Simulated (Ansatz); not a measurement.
NiSi₃₁: geometry relaxation (part 4 of 4)

NiSi₃₁ (defect cell, 32 atoms in the cell); DFT PBEsol, scalar-relativistic, plane waves, PAW, spin-polarised (Ansatz 0.2.0); cutoff 420 eV, 3×3×3 k-mesh, Gaussian smearing of 0.02 eV, collinear spins. The structure derives from a Materials Project entry. It belongs to a series of runs on one base structure; here: Ni on a Si site (b), charge +0, atoms relaxed at the host's cell.

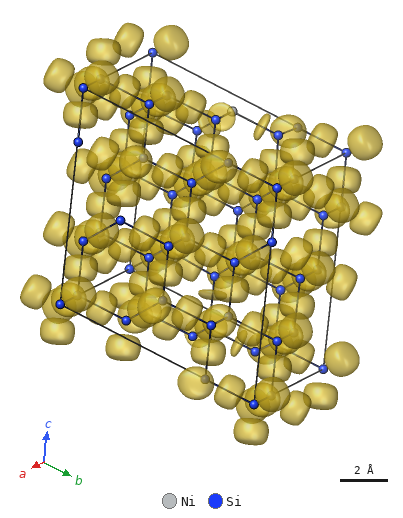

*Isosurface of the ELF at 0.75 (yellow), seen slightly off an axis. Only the valence region is drawn (cores and ρ < 0.01 e/Å³ removed). Sticks mark near contacts. The outline is the calculation cell.*

Profiles from the grid: Si–Ni (2.24 Å): the ELF is about 0.60 at the midpoint. Si–Si (2.35 Å): the ELF peaks at about 0.95 between the atoms, as expected for localised, shared-pair bonding.

### Results in brief

- outcome: converged
- electrons treated: 142
- free energy: −25069.6232 eV
- Fermi energy: 6.193 eV
- gap on the k-point mesh: none (metallic)
- net moment of the cell: 0.67 μB
- integrated absolute moment: 0.67 μB
- final volume: 641.77 Å³
- largest force (length of the vector) at the end: 0.027 eV/Å
- wall time: 2.2 min (CPU time 7.6 min)
- peak memory: 1.8 GiB
